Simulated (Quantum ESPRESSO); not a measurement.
Relaxation of cell and atoms, with input and output: Ti (part 3 of 3)

Ti (2 atoms in the cell); Kohn-Sham DFT of a periodic cell, PBEsol with D3(BJ), PseudoDojo 0.4.1 SR PBE standard, no spin polarisation (Quantum ESPRESSO 7.5); cutoff 1142.88 eV, 10×10×6 k-mesh, fermi-dirac of 0.05 eV. The structure derives from an entry of the Crystallography Open Database.

Geometry of the input (Å; fractional positions):
```
2.9500  0.0000  0.0000
-1.4750  2.5548  0.0000
0.0000  0.0000  4.6800
Ti 0.6667  0.3333  0.7500
Ti 0.3333  0.6667  0.2500
```

### What the program printed, continued
```
   -41.9681 -41.8067 -18.6567 -18.1462 -18.0158 -18.0032 -17.8840 -17.8318
     9.3118  12.4410  14.0266  14.3082  15.4613  15.7819  15.8819  16.2351
    16.4437  16.7075  18.3455

          k =-0.0000 0.2377 0.1087 (  2817 PWs)   bands (ev):

   -41.9574 -41.8176 -18.6197 -18.1296 -18.0682 -17.9919 -17.8879 -17.8434
     9.5256  12.4063  13.7758  14.3698  15.3061  15.6965  15.7268  16.3851
    16.6869  16.7477  18.2912

          k =-0.0000 0.2377 0.2175 (  2812 PWs)   bands (ev):

   -41.9281 -41.8474 -18.5165 -18.2121 -18.0601 -17.9608 -17.9219 -17.8751
    10.1321  11.9392  13.6820  14.4835  14.8961  15.4820  15.6927  16.1658
    17.1092  17.3063  18.0690

          k =-0.0000 0.2377-0.3262 (  2812 PWs)   bands (ev):

   -41.8879 -41.8879 -18.3694 -18.3694 -17.9873 -17.9873 -17.9181 -17.9181
    11.0181  11.0181  14.0918  14.0918  15.0762  15.0762  15.8669  15.8669
    17.6450  17.6450  18.0147

          k =-0.0000 0.3565 0.0000 (  2814 PWs)   bands (ev):

   -41.9195 -41.7944 -18.5427 -18.3369 -18.1944 -18.0599 -17.9452 -17.8600
    10.4740  12.6919  13.2080  13.9507  15.3880  15.4009  15.5845  17.1251
    17.2074  17.4629  18.4820

          k =-0.0000 0.3565 0.1087 (  2818 PWs)   bands (ev):

   -41.9112 -41.8028 -18.5531 -18.2977 -18.2284 -18.0467 -17.9399 -17.8736
    10.6117  12.6911  13.1396  14.0254  15.1177  15.5084  15.6928  17.1459
    17.2894  17.3514  18.3930

          k =-0.0000 0.3565 0.2175 (  2827 PWs)   bands (ev):

   -41.8884 -41.8258 -18.5403 -18.3726 -18.1458 -18.0105 -17.9605 -17.9105
    11.0073  12.2653  13.3915  14.1370  14.8911  15.5075  15.8162  16.7948
    17.4993  17.6233  18.1494

          k =-0.0000 0.3565-0.3262 (  2820 PWs)   bands (ev):

   -41.8572 -41.8572 -18.4758 -18.4758 -18.0338 -18.0338 -17.9607 -17.9607
    11.6015  11.6015  13.8661  13.8661  15.1028  15.1028  16.2770  16.2770
    17.8194  17.8194  18.3187

          k =-0.0000 0.4753 0.0000 (  2842 PWs)   bands (ev):

   -41.8746 -41.7897 -18.4915 -18.4242 -18.3330 -18.1040 -18.0207 -17.8840
    11.5508  12.4359  12.6801  13.9293  15.1324  15.3642  15.7177  17.9668
    18.2050  18.3204  18.5562

          k =-0.0000 0.4753 0.1087 (  2820 PWs)   bands (ev):

   -41.8689 -41.7954 -18.5687 -18.4025 -18.2964 -18.0895 -17.9998 -17.8989
    11.5033  12.3771  12.9615  13.7932  15.2899  15.4751  15.7472  17.9352
    18.0038  18.2262  18.4870

          k =-0.0000 0.4753 0.2175 (  2833 PWs)   bands (ev):

   -41.8534 -41.8110 -18.6126 -18.5047 -18.1547 -18.0497 -17.9915 -17.9397
    11.5370  12.1608  13.3255  13.8711  15.3878  15.7439  15.9556  17.2410
    18.0992  18.1557  18.3698

          k =-0.0000 0.4753-0.3262 (  2830 PWs)   bands (ev):

   -41.8322 -41.8322 -18.5876 -18.5876 -18.0431 -18.0431 -17.9949 -17.9949
    11.7853  11.7853  13.7255  13.7255  15.6920  15.6920  16.4345  16.4345
    18.2324  18.2324  18.6209

          k = 0.0000-0.5942-0.0000 (  2814 PWs)   bands (ev):

   -41.8541 -41.7912 -18.5505 -18.3847 -18.3631 -18.1205 -18.0653 -17.8933
    12.1017  12.1522  12.4984  14.0000  15.0367  15.2840  15.8964  18.3003
    18.5703  18.5786  19.4541

          k = 0.0000-0.5942 0.1087 (  2822 PWs)   bands (ev):

   -41.8499 -41.7954 -18.6050 -18.4456 -18.2763 -18.1055 -18.0340 -17.9088
    11.7784  12.1935  13.0640  13.6191  15.2067  15.7530  15.7961  18.1408
    18.3981  18.5559  19.1332

          k = 0.0000-0.5942 0.2175 (  2838 PWs)   bands (ev):

   -41.8383 -41.8069 -18.6515 -18.5541 -18.1423 -18.0645 -18.0077 -17.9509
    11.6310  12.0998  13.3940  13.6969  15.6161  15.6989  16.4073  17.3549
    18.4071  18.5160  18.5592

          k = 0.0000-0.5942-0.3262 (  2820 PWs)   bands (ev):

   -41.8226 -41.8226 -18.6336 -18.6336 -18.0428 -18.0428 -18.0080 -18.0080
    11.7887  11.7887  13.6616  13.6616  16.1013  16.1013  16.4551  16.4551
    18.4608  18.4608  18.8088

          k = 0.1029 0.1782 0.0000 (  2808 PWs)   bands (ev):

   -41.9796 -41.8103 -18.6822 -18.0834 -18.0293 -17.9345 -17.8716 -17.8352
     9.0465  12.3049  14.2994  14.4387  15.5711  15.7123  16.0640  16.1341
    16.1742  16.6056  18.2720

          k = 0.1029 0.1782 0.1087 (  2814 PWs)   bands (ev):

   -41.9684 -41.8218 -18.6387 -18.0665 -18.0495 -17.9701 -17.8689 -17.8461
     9.2718  12.2541  14.0020  14.4917  15.4025  15.6487  15.7469  16.2373
    16.5555  16.7276  18.2383

          k = 0.1029 0.1782 0.2175 (  2807 PWs)   bands (ev):

   -41.9377 -41.8531 -18.5183 -18.1741 -18.0213 -17.9644 -17.8936 -17.8751
     9.9104  11.7834  13.8215  14.6020  14.9274  15.4677  15.6524  15.9991
    17.0921  17.2656  18.0505

          k = 0.1029 0.1782-0.3262 (  2800 PWs)   bands (ev):

   -41.8956 -41.8956 -18.3496 -18.3496 -17.9667 -17.9667 -17.9089 -17.9089
    10.8390  10.8390  14.1861  14.1861  15.0947  15.0947  15.7528  15.7528
    17.6382  17.6382  17.9517

          k = 0.1029 0.2971 0.0000 (  2814 PWs)   bands (ev):

   -41.9369 -41.7981 -18.5849 -18.2407 -18.1643 -18.0180 -17.9213 -17.8731
    10.0648  12.8003  13.5097  13.8852  15.2907  15.3623  15.8880  16.6326
    16.8753  17.3751  18.3819

          k = 0.1029 0.2971 0.1087 (  2825 PWs)   bands (ev):

   -41.9277 -41.8074 -18.5700 -18.2260 -18.1768 -18.0342 -17.9135 -17.8830
    10.2421  12.8181  13.3218  13.9715  15.1077  15.5003  15.7397  16.6465
    17.0650  17.3175  18.3300

          k = 0.1029 0.2971 0.2175 (  2819 PWs)   bands (ev):

   -41.9024 -41.8330 -18.5182 -18.3090 -18.1107 -18.0254 -17.9341 -17.9088
    10.7456  12.3117  13.4756  14.1604  14.7902  15.3090  15.8137  16.4935
    17.4161  17.5314  18.1319

          k = 0.1029 0.2971-0.3262 (  2818 PWs)   bands (ev):

   -41.8678 -41.8678 -18.4254 -18.4254 -18.0313 -18.0313 -17.9470 -17.9470
    11.4889  11.4889  13.9539  13.9539  14.8740  14.8740  16.1440  16.1440
    17.7962  17.7962  18.2325

          k = 0.1029 0.4159 0.0000 (  2822 PWs)   bands (ev):

   -41.8895 -41.7902 -18.4657 -18.4125 -18.2849 -18.0986 -17.9925 -17.9077
    11.2434  12.7414  12.8992  13.7453  15.0310  15.5439  15.5489  17.3430
    17.7610  18.3077  18.4596

          k = 0.1029 0.4159 0.1087 (  2821 PWs)   bands (ev):

   -41.8829 -41.7969 -18.5324 -18.3666 -18.2721 -18.0980 -17.9757 -17.9162
    11.3059  12.6953  12.9862  13.8245  15.0042  15.4680  15.6277  17.2880
    17.8751  17.9597  18.5652

          k = 0.1029 0.4159 0.2175 (  2816 PWs)   bands (ev):

   -41.8647 -41.8151 -18.5641 -18.4485 -18.1605 -18.0673 -17.9864 -17.9326
    11.5174  12.3537  13.3647  14.0309  14.8711  15.3209  15.8724  16.9625
    17.7833  18.1517  18.4999

          k = 0.1029 0.4159-0.3262 (  2818 PWs)   bands (ev):

   -41.8399 -41.8399 -18.5313 -18.5313 -18.0740 -18.0740 -17.9739 -17.9739
    11.8924  11.8924  13.8554  13.8554  15.0097  15.0097  16.3591  16.3591
    18.2256  18.2256  18.6176

          k = 0.1029 0.5347 0.0000 (  2825 PWs)   bands (ev):

   -41.8544 -41.7910 -18.5189 -18.3645 -18.3588 -18.1460 -18.0638 -17.9290
    12.0833  12.4420  12.5726  13.8314  14.9523  15.2735  15.8820  18.1326
    18.3019  18.4946  19.2926

          k = 0.1029 0.5347 0.1087 (  2824 PWs)   bands (ev):

   -41.8501 -41.7952 -18.5745 -18.4240 -18.2803 -18.1262 -18.0362 -17.9378
    11.8820  12.4151  13.0430  13.6312  14.9982  15.5070  15.8645  17.9760
    18.2045  18.3992  19.2019

          k = 0.1029 0.5347 0.2175 (  2827 PWs)   bands (ev):

   -41.8385 -41.8068 -18.6218 -18.5293 -18.1762 -18.0663 -18.0316 -17.9496
    11.7893  12.2899  13.3906  13.8533  14.9436  15.7119  16.1088  17.2664
    18.1141  18.5590  18.9621

          k = 0.1029 0.5347-0.3262 (  2822 PWs)   bands (ev):

   -41.8226 -41.8226 -18.6059 -18.6059 -18.0976 -18.0976 -17.9828 -17.9828
    11.9657  11.9657  13.7743  13.7743  15.3353  15.3353  16.6277  16.6277
    18.2925  18.2925  19.2957

          k = 0.2058 0.3565 0.0000 (  2818 PWs)   bands (ev):

   -41.8950 -41.7906 -18.4806 -18.3295 -18.3074 -18.0786 -17.9827 -17.9480
    11.1508  13.0331  13.1621  13.3797  14.8961  15.4699  15.6665  16.9508
    17.7372  18.3204  18.3722

          k = 0.2058 0.3565 0.1087 (  2828 PWs)   bands (ev):

   -41.8880 -41.7976 -18.5138 -18.3505 -18.2379 -18.1160 -17.9609 -17.9470
    11.2595  12.8815  13.3156  13.4739  14.8959  15.4569  15.5066  16.9434
    17.8897  17.9011  18.6022

          k = 0.2058 0.3565 0.2175 (  2825 PWs)   bands (ev):

   -41.8690 -41.8168 -18.5325 -18.4200 -18.1297 -18.1248 -17.9866 -17.9312
    11.5689  12.5156  13.6425  13.7450  14.7521  15.0115  15.7166  16.7773
    17.7323  18.2016  18.6311

          k = 0.2058 0.3565-0.3262 (  2808 PWs)   bands (ev):

   -41.8429 -41.8429 -18.4967 -18.4967 -18.0991 -18.0991 -17.9664 -17.9664
    12.0243  12.0243  13.9501  13.9501  14.6103  14.6103  16.2082  16.2082
    18.3576  18.3576  18.6256

          k = 0.2058 0.4753 0.0000 (  2841 PWs)   bands (ev):

   -41.8548 -41.7906 -18.4436 -18.3668 -18.3364 -18.1711 -18.0615 -18.0076
    12.2029  12.7099  12.9236  13.4306  14.7556  15.3043  15.8399  17.4873
    18.3003  18.3594  19.3340

          k = 0.2058 0.4753 0.1087 (  2830 PWs)   bands (ev):

   -41.8505 -41.7949 -18.5008 -18.4185 -18.2543 -18.1820 -18.0382 -17.9911
    12.1641  12.7267  13.0491  13.5620  14.7931  15.1330  15.8373  17.4528
    17.9701  18.4300  19.4536

          k = 0.2058 0.4753 0.2175 (  2828 PWs)   bands (ev):

   -41.8387 -41.8066 -18.5566 -18.4916 -18.2223 -18.1288 -18.0304 -17.9512
    12.1864  12.5844  13.4253  13.9736  14.5880  14.8596  15.9528  16.9832
    17.8515  18.5897  19.5681

          k = 0.2058 0.4753-0.3262 (  2830 PWs)   bands (ev):

   -41.8226 -41.8226 -18.5517 -18.5517 -18.1699 -18.1699 -17.9678 -17.9678
    12.3498  12.3498  13.9558  13.9558  14.5494  14.5494  16.3221  16.3221
    18.3387  18.3387  19.8109

          k = 0.2058 0.5942 0.0000 (  2846 PWs)   bands (ev):

   -41.8346 -41.7955 -18.4868 -18.3265 -18.3001 -18.2289 -18.1148 -18.0288
    12.5957  12.6574  12.7425  13.5397  14.7952  15.0738  16.0569  17.9779
    18.2916  18.3536  20.1177

          k = 0.2058 0.5942 0.1087 (  2842 PWs)   bands (ev):

   -41.8319 -41.7981 -18.5252 -18.3983 -18.3056 -18.1471 -18.0956 -18.0114
    12.3233  12.8121  13.1513  13.4234  14.7304  15.0829  16.0679  17.8996
    17.9755  18.3801  20.1966

          k = 0.2058 0.5942 0.2175 (  2829 PWs)   bands (ev):

   -41.8247 -41.8051 -18.5745 -18.5055 -18.2660 -18.1332 -18.0351 -17.9640
    12.2672  12.7361  13.4809  13.8362  14.4336  14.9811  16.2150  17.1171
    18.0198  18.3983  20.3247

          k = 0.2058 0.5942-0.3262 (  2834 PWs)   bands (ev):

   -41.8149 -41.8149 -18.5714 -18.5714 -18.2001 -18.2001 -17.9663 -17.9663
    12.4402  12.4402  13.9351  13.9351  14.5393  14.5393  16.5427  16.5427
    18.1994  18.1994  20.5965

          k = 0.3087 0.5347 0.0000 (  2838 PWs)   bands (ev):

   -41.8243 -41.7999 -18.4418 -18.3182 -18.2629 -18.2526 -18.1468 -18.1046
    12.6348  12.9142  13.1263  13.1999  14.7251  14.9707  16.1618  17.7840
    18.2382  18.2851  20.4523

          k = 0.3087 0.5347 0.1087 (  2839 PWs)   bands (ev):

   -41.8226 -41.8015 -18.4414 -18.4255 -18.3276 -18.1625 -18.1068 -18.0606
    12.6842  12.9430  13.1650  13.3271  14.7141  14.7919  16.1300  17.7555
    17.8916  18.2944  20.6675

          k = 0.3087 0.5347 0.2175 (  2830 PWs)   bands (ev):

   -41.8181 -41.8059 -18.5125 -18.4926 -18.3280 -18.1912 -18.0170 -17.9777
    12.7939  12.9391  13.3705  13.6285  14.4314  14.6112  16.1321  17.0068
    17.9482  18.3081  21.0082

          k = 0.3087 0.5347-0.3262 (  2822 PWs)   bands (ev):

   -41.8119 -41.8119 -18.5349 -18.5349 -18.2625 -18.2625 -17.9607 -17.9607
    12.8885  12.8885  13.6706  13.6706  14.3747  14.3747  16.3855  16.3855
    18.1518  18.1518  21.3936

     the Fermi energy is    14.5600 ev

!    total energy              =    -237.14153582 Ry
     estimated scf accuracy    <          3.5E-14 Ry
     smearing contrib. (-TS)   =      -0.00133784 Ry
     internal energy E=F+TS    =    -237.14019798 Ry

     The total energy is F=E-TS. E is the sum of the following terms:
     one-electron contribution =     -74.25496949 Ry
     hartree contribution      =      46.13234055 Ry
     xc contribution           =     -34.60512456 Ry
     ewald contribution        =    -174.32649188 Ry
     DFT-D3 Dispersion         =      -0.08595260 Ry

     convergence has been achieved in  13 iterations

     Forces acting on atoms (cartesian axes, Ry/au):

     atom    1 type  1   force =     0.00000000   -0.00000000   -0.00000000
     atom    2 type  1   force =    -0.00000000    0.00000000    0.00000000

     Total force =     0.000000     Total SCF correction =     0.000000

     Computing stress (Cartesian axis) and pressure

          total   stress  (Ry/bohr**3)                   (kbar)     P=       -0.10
  -0.00000072   0.00000000  -0.00000000           -0.11        0.00       -0.00
   0.00000000  -0.00000072   0.00000000            0.00       -0.11        0.00
   0.00000000   0.00000000  -0.00000063            0.00        0.00       -0.09

=------------------------------------------------------------------------------=
   JOB DONE.
=------------------------------------------------------------------------------=
```

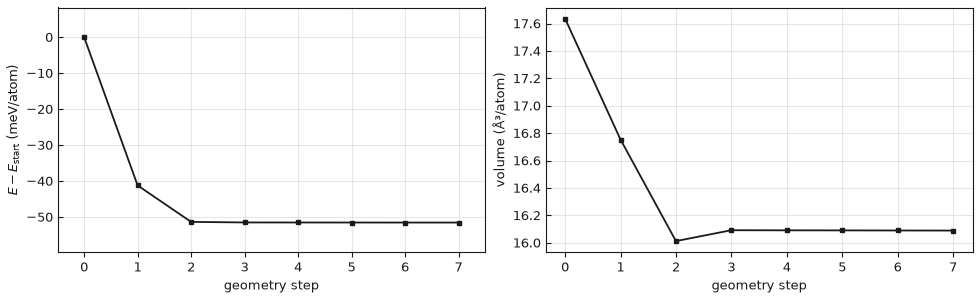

*Progress of the relaxation, step by step (steps are counted from 0).*

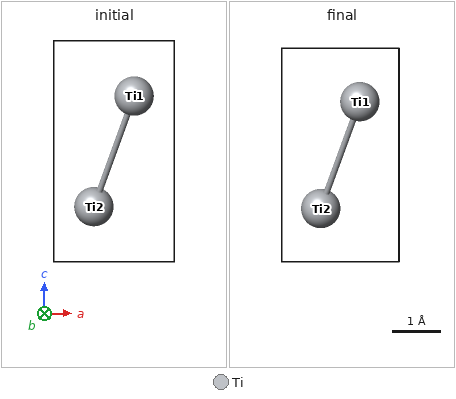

*Before (left) and after (right) the relaxation, at one scale (ball-and-stick view of the cell of the calculation, along the b axis).*

No atom moves by more than 0.005 Å relative to the cell. The volume changes by −8.8 %, with a = b 2.950 → 2.867 Å (−2.8 %), c 4.680 → 4.522 Å (−3.4 %). Among the contacts that change: Ti1–Ti2 2.894 → 2.802 Å, Ti1–Ti1 2.950 → 2.867 Å. The space group stays P6_3/mmc (No. 194). The energy falls by 51.6 meV per atom in 7 geometry steps. All forces vanish by symmetry, so only the cell relaxes. (Atoms are counted from 1 in the order of the input.)

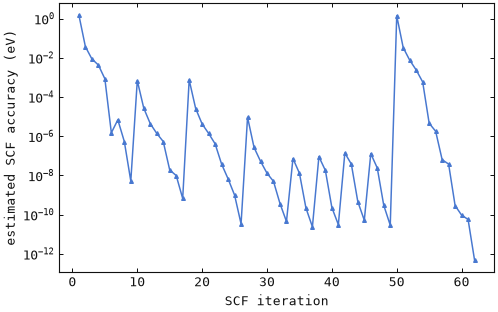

*Convergence of the self-consistent field: estimated SCF accuracy against the iteration.*

The field takes 62 iterations in all.

### Summary

```json
{"quantity": "outcome", "value": "converged"}
{"quantity": "space group (tolerance 0.01 Å)", "value": "P6₃/mmc (194)"}
{"quantity": "electrons treated", "value": "24"}
{"quantity": "free energy", "value": "−3226.4750 eV"}
{"quantity": "Fermi energy", "value": "14.560 eV"}
{"quantity": "gap on the k-point mesh", "value": "none (metallic)"}
{"quantity": "pressure", "value": "−0.01 GPa"}
{"quantity": "final volume", "value": "32.18 Å³"}
{"quantity": "largest force (length of the vector) at the end", "value": "under 0.001 eV/Å"}
{"quantity": "final cell", "value": "a = 2.867 Å, b = 2.867 Å, c = 4.522 Å, α = 90.00°, β = 90.00°, γ = 120.00°"}
{"quantity": "wall time", "value": "5.9 min"}
{"quantity": "peak memory", "value": "0.1 GiB"}
```

### Notes

Further notes kept with the run: potentials made for another functional. Points of doubt noted for this run: potentials made for another functional.
